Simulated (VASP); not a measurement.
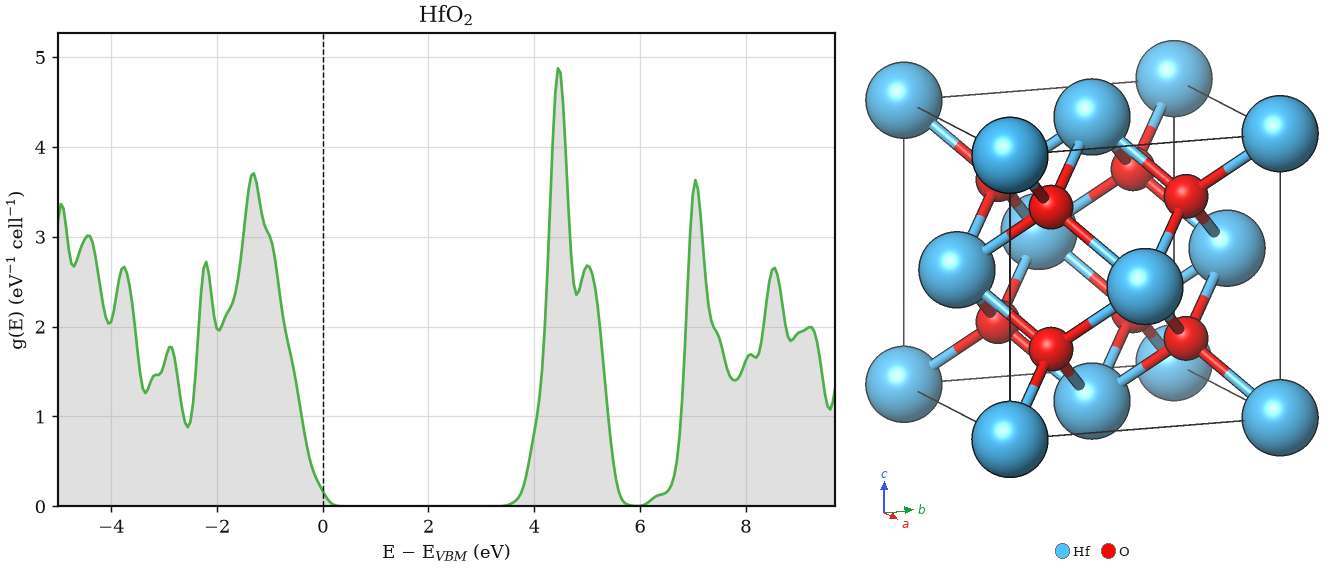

Density of states, beside the structure. Energies are counted from the top of the valence band. The curve is built from the levels of the k mesh with Gaussians 0.3 eV wide, which also blur the band edges.

Calculation on HfO2, space group Fm-3m, 3 atoms in the cell, fluorite type.

Computed with VASP: DFT, PBEsol, plane waves, PAW, 8×8×8 k mesh, 520 eV cutoff.

> Is there a gap at the Fermi level, and how wide?

There is a gap; over the k points computed it is 3.69 eV (direct among those points).

> Where is the tallest peak of the filled states in the window?

Within the window shown, the tallest peak of the filled states lies 1.3 eV under the valence-band top, at about 3.7 states per eV and cell.

The cell is at −6 GPa in this functional. Spin-orbit coupling is left out, which matters for Hf.
